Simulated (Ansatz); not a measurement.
# VSi$_{35}$ (cell with a defect): what the fields show

Input

```
crystal:
  lattice:
    - [-5.7769209523, 3.3353068668, -6.3650227274]
    - [5.7769209522, 3.3353068669, -6.3650227274]
    - [1.0e-10, -6.6706137337, -6.3650227274]
  atoms:
    - { symbol: V, position: [0.4238300741, 0.081904293, 0.4220024782], spin: 2.0 }
    - { symbol: Si, position: [0.7568007977, 0.090134131, 0.090134131] }
    - { symbol: Si, position: [0.090134131, 0.4234674644, 0.4234674644] }
    - { symbol: Si, position: [0.7568007977, 0.7568007977, 0.4234674644] }
    - { symbol: Si, position: [0.4234674644, 0.4234674644, 0.090134131] }
    - { symbol: Si, position: [0.090134131, 0.090134131, 0.7568007977] }
    - { symbol: Si, position: [0.7568007977, 0.4234674644, 0.7568007977] }
    - { symbol: Si, position: [0.090134131, 0.7568007977, 0.090134131] }
    - { symbol: Si, position: [0.4234674644, 0.7568007977, 0.7568007977] }
    - { symbol: Si, position: [0.0345785755, 0.0345785755, 0.3679119088] }
    - { symbol: Si, position: [0.3679119088, 0.0345785755, 0.0345785755] }
    - { symbol: Si, position: [0.7012452421, 0.3679119088, 0.3679119088] }
    - { symbol: Si, position: [0.3679119088, 0.7012452421, 0.3679119088] }
    - { symbol: Si, position: [0.0345785755, 0.3679119088, 0.0345785755] }
    - { symbol: Si, position: [0.7012452421, 0.0345785755, 0.7012452421] }
    - { symbol: Si, position: [0.3679119088, 0.3679119088, 0.7012452421] }
    - { symbol: Si, position: [0.7012452421, 0.7012452421, 0.0345785755] }
    - { symbol: Si, position: [0.0345785755, 0.7012452421, 0.7012452421] }
    - { symbol: Si, position: [0.3008856391, 0.9722505918, 0.2945419816] }
    - { symbol: Si, position: [0.6320880912, 0.9654214245, 0.9654214245] }
    - { symbol: Si, position: [0.9654214245, 0.2987547579, 0.2987547579] }
    - { symbol: Si, position: [0.6320880912, 0.6320880912, 0.2987547579] }
    - { symbol: Si, position: [0.2987547579, 0.2987547579, 0.9654214245] }
    - { symbol: Si, position: [0.9654214245, 0.9654214245, 0.6320880912] }
    - { symbol: Si, position: [0.6320880912, 0.2987547579, 0.6320880912] }
    - { symbol: Si, position: [0.9654214245, 0.6320880912, 0.9654214245] }
    - { symbol: Si, position: [0.2987547579, 0.6320880912, 0.6320880912] }
    - { symbol: Si, position: [0.909865869, 0.909865869, 0.2431992023] }
    - { symbol: Si, position: [0.2431992023, 0.909865869, 0.909865869] }
    - { symbol: Si, position: [0.5760918755, 0.2448350023, 0.2452603508] }
    - { symbol: Si, position: [0.2431992023, 0.5765325356, 0.2431992023] }
    - { symbol: Si, position: [0.909865869, 0.2431992023, 0.909865869] }
    - { symbol: Si, position: [0.5731116846, 0.9128372416, 0.5827914916] }
    - { symbol: Si, position: [0.2490582222, 0.2412578068, 0.5678708023] }
    - { symbol: Si, position: [0.5765325356, 0.5765325356, 0.909865869] }
    - { symbol: Si, position: [0.909865869, 0.5765325356, 0.5765325356] }
  host:
    lattice:
      - [3.8512806348, 0.0, 0.0]
      - [-1.9256403174, 3.3353068669, 0.0]
      - [0.0, 0.0, 6.3650227274]
    atoms:
      - { symbol: Si, position: [0.3333333333, 0.6666666667, 0.0629309403] }
      - { symbol: Si, position: [0.6666666667, 0.3333333333, 0.5629309403] }
      - { symbol: Si, position: [0.3333333333, 0.6666666667, 0.4370690597] }
      - { symbol: Si, position: [0.6666666667, 0.3333333333, 0.9370690597] }
basis:
  ecutwfc: 420
  xc_grid: 2
kpoints:
  mp_grid: { grid: [2, 2, 2], shift: [0.5, 0.5, 0.5] }
hamiltonian:
  xc: pbe
scf:
  occupations: { method: gaussian, width: 0.02 }
output:
  forces: true
  stress: false
  eigenvalues: true
  populations: true
  charged_corrections:
    defect_position: [0.42346746, 0.09013413, 0.42346746]
    epsilon: [[12.6179, 0.0, 0.0], [0.0, 12.6179, 0.0], [0.0, 0.0, 13.7065]]
  write_density: true
  write_potential: true
  elf: true
  volumetric_format: npy
magnetization:
  spin_polarized: true
relax:
  adjacent_minimum: "off"
  f_tol: 0.025
  max_steps: 45
```

Command:

```sh
ansatz run input.yaml --threads 4 --pin off --max-ram 10240MiB --backend cpu --events-out ev --progress --plain --runs-dir out
```

The fields are those of the run's last geometry, not of the input's.

Spin-polarised.

Theory: DFT PBE, scalar-relativistic, plane waves, PAW in Ansatz 0.2.0.

The density is the valence pseudo-density of a PAW calculation; it isn't the true density close to the nuclei.

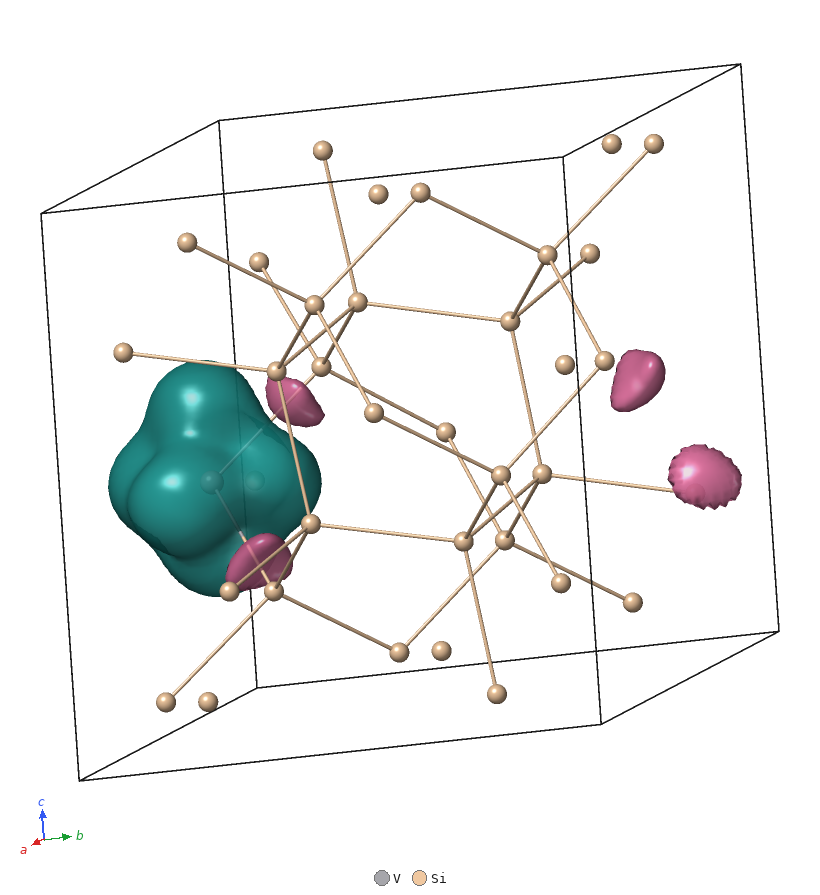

Figure 1. Isosurfaces of the spin density (up minus down) at +0.01 (teal) and −0.01 e/Å³ (pink), seen slightly off an axis. Sticks mark near contacts.

Which atoms carry the moments, and with what signs?

Answer. The spin density sits on V: +1.0 μB in one cell of 36 atoms: a single local moment. The cell of the calculation (36 atoms) carries 1.0 μB of net spin moment.

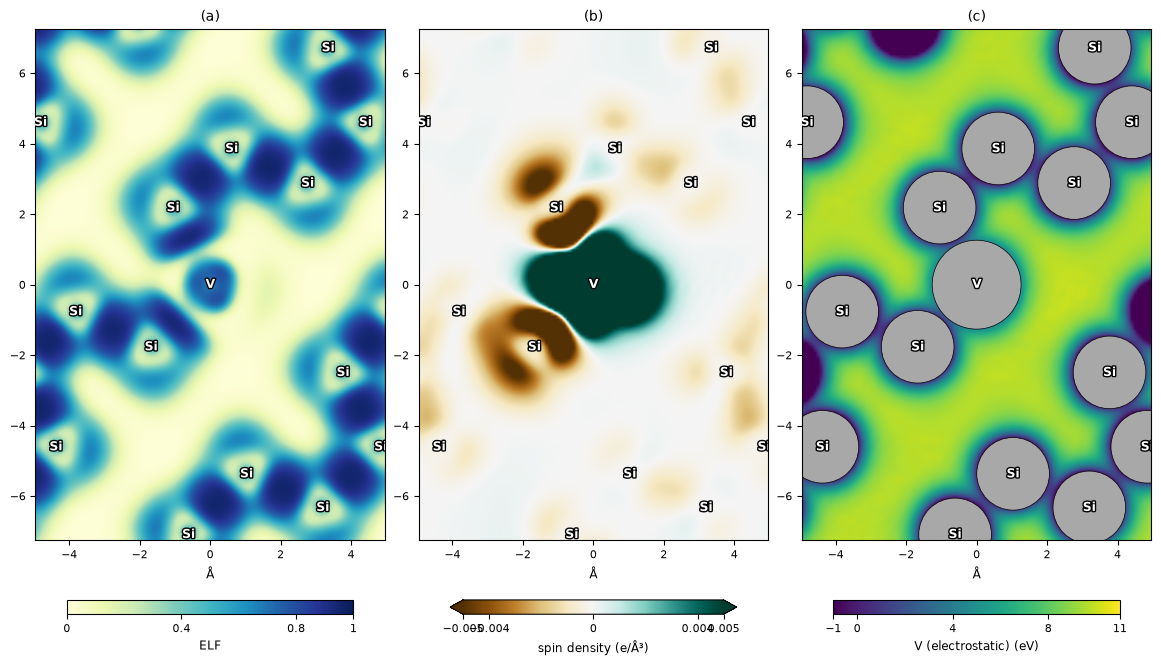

Figure 2. (a) electron localisation function; (b) spin density; (c) electrostatic potential energy of an electron on the (101̄) plane of the calculation cell. Grey discs cover the atomic cores in the potential map.

What does the map show?

Answer.
- Atoms in the plane: V and Si.
- Si–Si (2.38 Å): the ELF peaks at about 0.95 between the atoms, as expected for a covalent bond.
- V–Si (2.43 Å): the ELF peaks at about 0.95 in the valence shell of Si, 0.9 Å from its nucleus, and is about 0.80 at the midpoint.
- The features right at V lie inside the PAW spheres, where the map follows smoothed inner orbitals and isn't to be read closely.
- Outside the cores the potential energy rises away from the atoms and is highest about 2.4 Å from the nearest atoms; its zero is arbitrary.

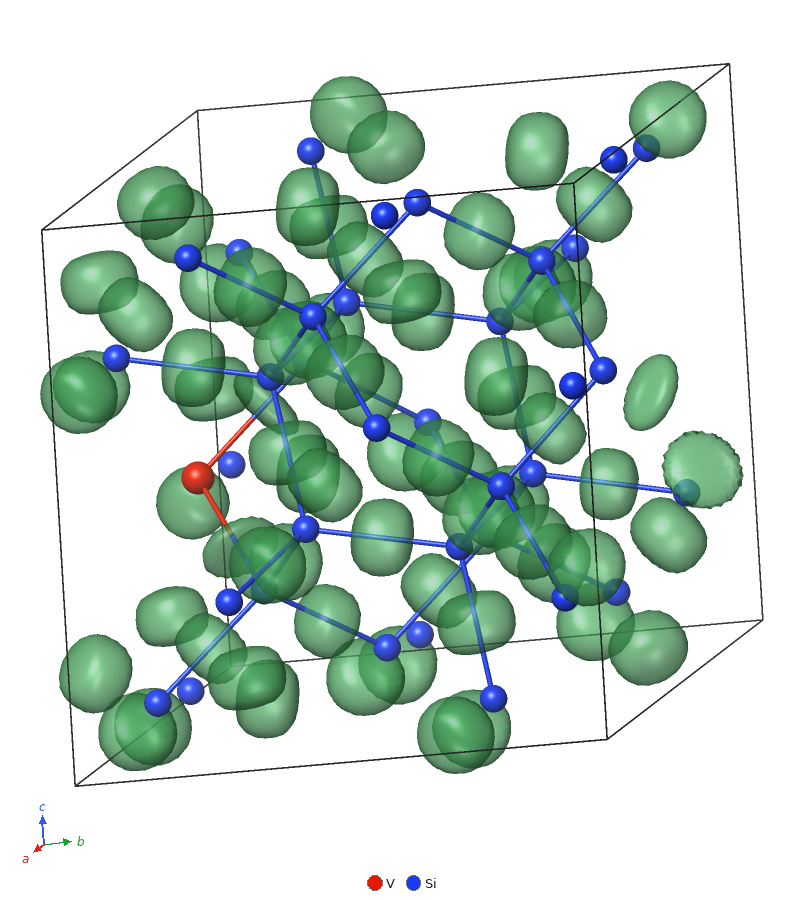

Figure 3. Isosurface of the electron localisation function at 0.85 (green), seen slightly off an axis. Core shells and regions of very low density are left out. Sticks mark near contacts.

Describe the localisation domains.

Answer. The ELF exceeds this value in 68 regions between bonded Si–Si atoms (shared pairs) and four lobes of the valence shell of Si pointing towards V (polar bonds), counted in one cell of 36 atoms. Regions shared between cells count once. Profiles from the grid: Si–Si (2.36 Å): the ELF peaks at about 0.95 between the atoms: a shared electron pair.
